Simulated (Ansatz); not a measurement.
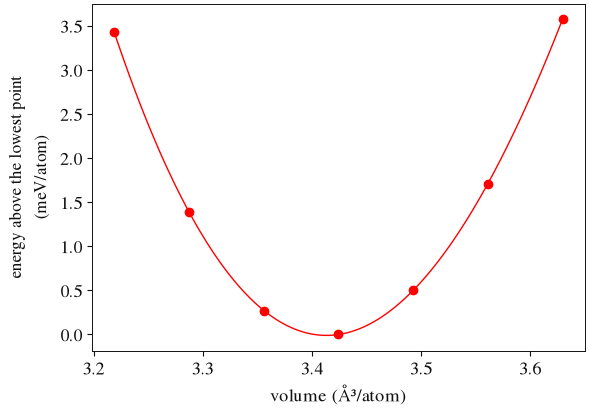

The figure shows the energy above the lowest point against volume.

Method: equation of state of a cubic crystal from periodic Kohn-Sham density functional theory without spin, third-order Birch-Murnaghan fit to the free energies; pressure corrected for the finite basis (Ansatz 0.2.0 development build). Level: PBE.

> For which of these solids was it computed?
A. H, Fd-3m (No. 227)
B. O₃F₂, Pn-3m (No. 224)
C. Sr₂O₃, Pn-3m (No. 224)
D. Zn, Fm-3m (No. 225)

A, H: energy above the lowest point from 0.00 meV/atom to 3.57 meV/atom, V0 3.413 Å³/atom, B0 91.5 GPa. The others give: Sr₂O₃, energy above the lowest point from 0.0 meV/atom to 15.1 meV/atom, V0 19.53 Å³/atom, B0 61.6 GPa; Zn, energy above the lowest point from 0.0 meV/atom to 12.9 meV/atom, V0 15.14 Å³/atom, B0 67.9 GPa; O₃F₂, energy above the lowest point from 0.0 meV/atom to 11.1 meV/atom, V0 11.26 Å³/atom, B0 77.5 GPa.

For H, limits of the calculation: cubic model structure, not the ambient form.

For O₃F₂, limits of the calculation: cubic model structure, not the ambient form; modest k-mesh, values are not fully converged in k; no spin polarisation, a magnetic state may lie lower.

For Sr₂O₃, limits of the calculation: cubic model structure, not the ambient form; no spin polarisation, a magnetic state may lie lower.

For Zn, limits of the calculation: cubic model structure, not the ambient form; modest k-mesh, values are not fully converged in k.
